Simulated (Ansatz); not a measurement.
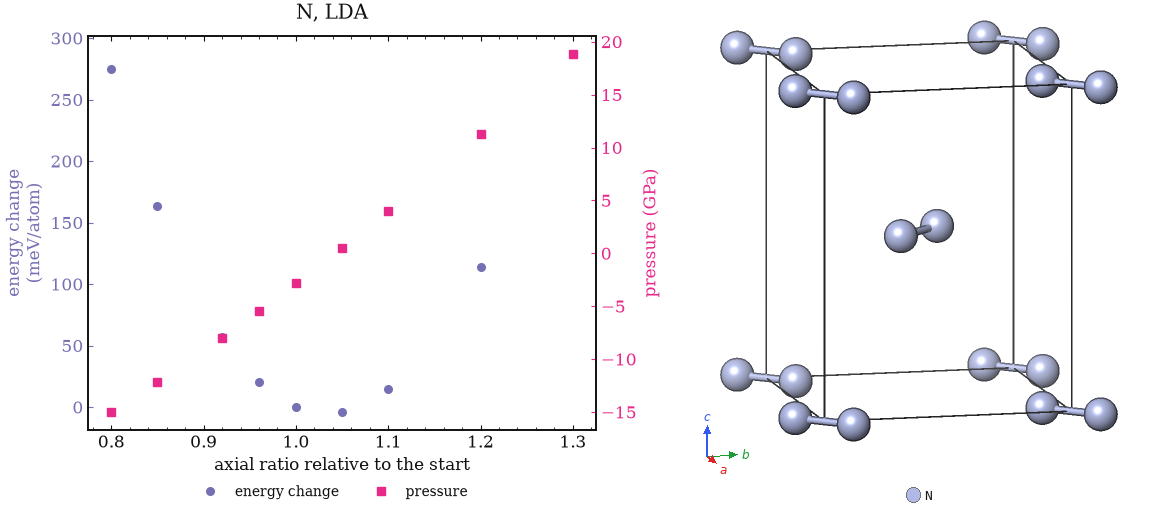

The plot gives the computed energy change and pressure against relative axial ratio for N, space group P4_2/mnm (No. 136). The cell is drawn beside the plot.

Starting cell:
```
CELL_PARAMETERS angstrom
4.08406 0.00000 0.00000
0.00000 4.08406 0.00000
0.00000 0.00000 5.34591
ATOMIC_POSITIONS crystal
N 0.90428 0.90428 0.00000
N 0.59572 0.40428 0.50000
N 0.09572 0.09572 0.00000
N 0.40428 0.59572 0.50000
```

Calculation (Ansatz 0.2.0): deformation of a crystal at fixed volume, lengths along the axis scaled against those across it, fractional coordinates fixed, by plane-wave density functional theory with PAW datasets, free energies less that of the undisturbed cell, pressure positive in compression; scalar-relativistic. Level: LDA, no spin polarisation.

```json
{"setting": "wave cutoff", "value": "420 eV"}
{"setting": "k mesh", "value": "6×6×6"}
{"setting": "occupations", "value": "Gaussian"}
{"setting": "smearing width", "value": "0.05 eV"}
{"setting": "k shift", "value": "(0, 0, 0) (mesh steps)"}
{"setting": "start", "value": "as given"}
{"setting": "path", "value": "tetragonal"}
{"setting": "axis direction", "value": "(0, 0, 1) (Cartesian unit vector)"}
```

Q: Where is the energy change lowest, and are there other minima?

A: The lowest computed point is at relative axial ratio 1.05 (−4 meV/atom), and no other minimum shows.

Q: What does the pressure do across the range?

A: It rises from −15.0 GPa at relative axial ratio 0.80 to 18.9 GPa at 1.30, and changes sign near 1.04.

Limits of the calculation: reference crystal is not relaxed; shape and atomic fractions are frozen while scaling, which makes layered, chain and framework solids too stiff.
